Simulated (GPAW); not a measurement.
# KCl (Fm-3m): ε∞ against the local-field cutoff

The size of the dielectric matrix of KCl (Fm-3m) is raised step by step, on the same bands.

It takes space group Fm-3m (No. 225, cubic). Conventional cell: a = 6.293 Å, b = 6.293 Å, c = 6.293 Å, α = 90.00°, β = 90.00°, γ = 90.00°. Around K on site a lie 6 Cl at 3.15 Å. Cl on site b has 6 K at 3.15 Å as nearest neighbours.

Method: GPAW 26.7.0, PBE, RPA, k-mesh 10×10×10, Lorentzian half width 0.15 eV.

Launch of the response step: `OMP_NUM_THREADS=1 python df.py`. The series took 3.0 min in all, its band step included, on 1 thread of Arm Neoverse V2 (shared host).

```
cutoff (eV)  time of the step (s)      ε∞
         20                    12  2.2306
         40                    12  2.1916
         60                    12  2.1712
        100                    16  2.1666
        150                    30       ?
```

The number of plane waves grows as cutoff^(3/2); a common extrapolation takes the result as linear in its inverse.

Working, on the rows shown:

| x = cutoff^(−3/2) (eV^−3/2) | y = ε∞ |
| --- | --- |
| 0.0111803 | 2.2306 |
| 0.00395285 | 2.1916 |
| 0.00215166 | 2.1712 |
| 0.001 | 2.1666 |

Means: x̄ = 0.0045712, ȳ = 2.19. Σ(x − x̄)(y − ȳ) = 0.0003964, Σ(x − x̄)² = 6.267e-05. Slope = 0.0003964 / 6.267e-05 = 6.325; intercept = ȳ − slope · x̄ = 2.1611. The line misses the rows shown by at most 0.0055.

**Question.** Fill in the last column of the withheld row.

**Answer.** At x = 0.00054433 the line gives y = 2.1645. The run gave 2.1652, so the extrapolation is off by 0.00067, 1.0 % of the range in the table.

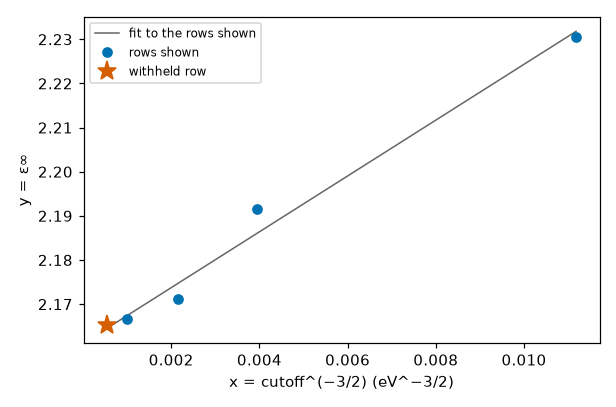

Refitted with all rows, the slope is 6.297 and the intercept 2.1613. The line reaches 2.161 at infinite cutoff, 0.2 % from the last run, while the last two runs differ by 0.06 %. ε∞ moves in steps as shells of reciprocal vectors enter, so the limit is good only to about the larger of these. Excitons are left out; PBE gaps are as a rule too small. The values come from a sum over the points of one k-mesh and carry its error, which grows as the direct gap shrinks.

[Logs are printed without paths, hosts, clocks, repeated set-up lines and the standing remarks that a program may print on its own settings, such as how far it seeks lower states.]
